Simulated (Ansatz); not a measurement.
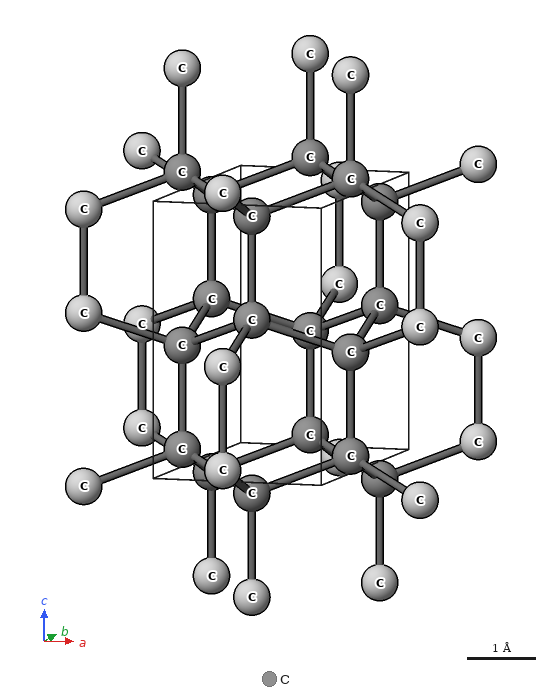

Shown here is a ball-and-stick view of the crystal, taken slightly off an axis. Atoms at the boundary of the conventional unit cell (the box) are drawn once for each face, edge or corner they touch. Bonds that leave the box are completed with the atoms at their other ends, in fainter colours.

C, space group Cmcm (No. 63), a = 2.630 Å, b = 4.336 Å, c = 4.169 Å, α = 90.00°, β = 90.00°, γ = 90.00°. Source of the structure: a structure type filled with this element by a generator (whether the element takes this form wasn't checked). The cell was then strained or its atoms displaced on purpose. Ansatz was used for an electronic-structure calculation on it.

This one geometry was computed with Ansatz (DFT, plane waves, PAW) at three levels of theory: PBE, HSE06 and r2SCAN. It was relaxed with r2SCAN and then strained.

Question: Which level gives the highest pressure at this volume, and what does that say about its equilibrium volume?

Answer: Highest: PBE (-15.1 GPa), which points to the largest equilibrium volume. Lowest, with the smallest volume: HSE06 (-25.0 GPa). Levels within 0.5 GPa of each other can't be told apart.

Question: How does the band gap change with the level of theory?

Answer: PBE: a gap of 2.97 eV, indirect; r2SCAN: a gap of 3.13 eV, indirect; HSE06: a gap of 4.07 eV, indirect.

Question: Collect the results in a table.

Answer:
| level | cutoff (eV) | k-mesh of the run's cell | gap (eV) | pressure (GPa) |
| --- | --- | --- | --- | --- |
| PBE | 420 | 12×12×6 | 2.97 | -15.1 |
| HSE06 | 420 | 9×9×4 | 4.07 | -25.0 |
| r2SCAN | 500 | 12×12×6 | 3.13 | -19.3 |

Gaps are taken on the k-mesh or band path of each run.
